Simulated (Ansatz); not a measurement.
## Electronic structure of In$_{15}$P$_{16}$ (cell charge −3, with a compensating background) (cell with a defect) in real space

```yaml
crystal:
  lattice:
    - [-5.95979, 5.95979, 5.95979]
    - [5.95979, -5.95979, 5.95979]
    - [5.95979, 5.95979, -5.95979]
  atoms:
    - { symbol: In, position: [0.50000, 0.73709, 0.74741] }
    - { symbol: In, position: [0.50000, 0.00000, 0.50000] }
    - { symbol: In, position: [0.73709, 0.24741, 0.00000] }
    - { symbol: In, position: [0.50000, 0.24741, 0.23709] }
    - { symbol: In, position: [0.73709, 0.50000, 0.74741] }
    - { symbol: In, position: [0.75259, 0.75259, 0.48968] }
    - { symbol: In, position: [0.00000, 0.00000, 0.00000] }
    - { symbol: In, position: [0.75259, 0.98968, 0.25259] }
    - { symbol: In, position: [0.01032, 0.26291, 0.76291] }
    - { symbol: In, position: [0.00000, 0.50000, 0.50000] }
    - { symbol: In, position: [0.24741, 0.73709, 0.00000] }
    - { symbol: In, position: [0.98968, 0.75259, 0.25259] }
    - { symbol: In, position: [0.26291, 0.01032, 0.76291] }
    - { symbol: In, position: [0.26291, 0.26291, 0.51032] }
    - { symbol: In, position: [0.24741, 0.50000, 0.23709] }
    - { symbol: P, position: [0.27426, 0.50000, 0.00000] }
    - { symbol: P, position: [0.25165, 0.75004, 0.75165] }
    - { symbol: P, position: [0.24996, 0.00161, 0.50161] }
    - { symbol: P, position: [0.50000, 0.27426, 0.00000] }
    - { symbol: P, position: [0.25165, 0.25165, 0.25004] }
    - { symbol: P, position: [0.50000, 0.50000, 0.77426] }
    - { symbol: P, position: [0.50000, 0.74835, 0.49839] }
    - { symbol: P, position: [0.74835, 0.99839, 0.00000] }
    - { symbol: P, position: [0.50000, 0.99839, 0.24835] }
    - { symbol: P, position: [0.75004, 0.25165, 0.75165] }
    - { symbol: P, position: [0.74835, 0.50000, 0.49839] }
    - { symbol: P, position: [0.99839, 0.74835, 0.00000] }
    - { symbol: P, position: [0.72574, 0.72574, 0.22574] }
    - { symbol: P, position: [0.00161, 0.00161, 0.74996] }
    - { symbol: P, position: [0.00161, 0.24996, 0.50161] }
    - { symbol: P, position: [0.99839, 0.50000, 0.24835] }
```

The program warned that a starting moment wasn't kept; spin-polarised, but the moments vanished.

These are results of Ansatz, DFT PBE, scalar-relativistic, plane waves, PAW, not measurements.

In a PAW calculation such maps are meaningful between the atoms, not at the nuclei.

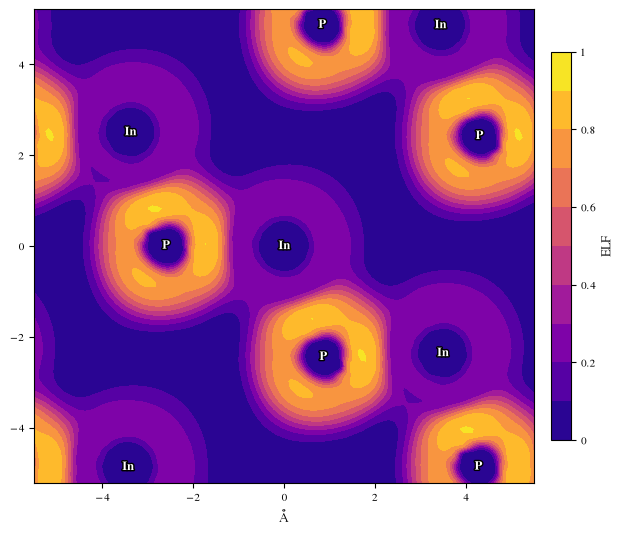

Figure 1. Electron localisation function on the (001) plane of the calculation cell.

Q: Describe what can be read from this map.

A: Atoms in the plane: In and P.
In–P (2.59 Å): the ELF peaks at about 0.90 in the valence shell of P, 0.9 Å from its nucleus, and is about 0.55 at the midpoint.

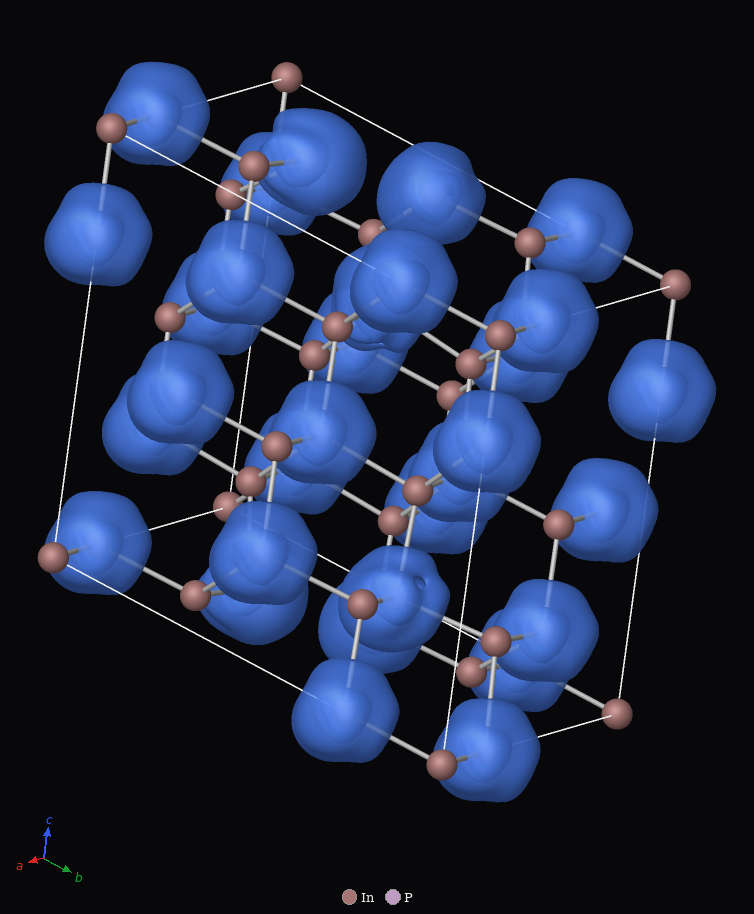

Figure 2. Isosurface of the electron localisation function at 0.7 (blue), seen slightly off an axis. Only the valence region is drawn (cores and ρ < 0.01 e/Å³ removed). Sticks mark near contacts.

Q: Where are the electrons localised?

A: The ELF exceeds this value in twelve regions on P in which the atom's valence shell and bonds are merged and four regions wrapped around P (the valence shell of each), counted in one cell of 31 atoms. Regions shared between cells count once.


In–P (2.55 Å): the ELF peaks at about 0.85 in the valence shell of P, 0.9 Å from its nucleus, and is about 0.55 at the midpoint. In–P (2.61 Å): the ELF peaks at about 0.90 in the valence shell of P, 0.9 Å from its nucleus, and is about 0.55 at the midpoint.

Q: Does the calculation give a band gap?

A: It is gapped, with a Kohn–Sham gap of 1.7 eV on the k-point mesh, an upper bound to the gap of this method.
